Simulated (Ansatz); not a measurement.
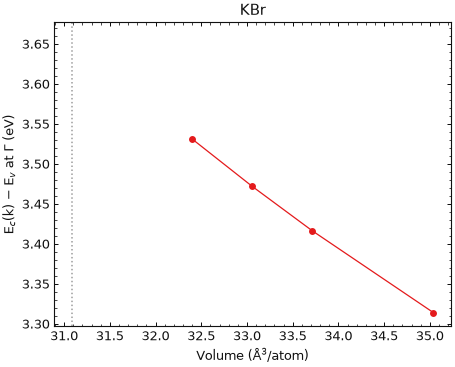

Lowest conduction level at Γ, counted from the valence-band top at M. One run is left out (dotted line).

System: CsCl-type KBr, space group Pm-3m (No. 221), 2 atoms in the cell. The cell is scaled uniformly. Method: LDA, Ansatz PAW set, no spin polarisation, no spin-orbit coupling, 6×6×6 k mesh, 420 eV cutoff, Fermi-Dirac smearing of 0.01 eV (Ansatz).

| volume | Γ (eV) | pressure (GPa) |
| --- | --- | --- |
| 32.39 Å³/atom | 3.53 | −2.4 |
| 33.06 Å³/atom | 3.47 | −2.6 |
| 33.72 Å³/atom | 3.42 | −2.8 |
| 35.04 Å³/atom | 3.31 | −3.1 |

**Fill in the row for 31.09 Å³/atom.**

A fit through the other points against the logarithm of the volume gives 3.64 eV at Γ (a straight line). The run itself gives 3.66 eV, within 0.02 eV of the estimate.

**What is the deformation potential dE/d ln V?**

A straight line against ln V has a slope of −2.9 eV at Γ.

The PAW data sets were made with another functional. Spin-orbit coupling is left out, which matters for Br. LDA, GGA and most meta-GGA functionals understate gaps. The usual form of KBr is rocksalt.
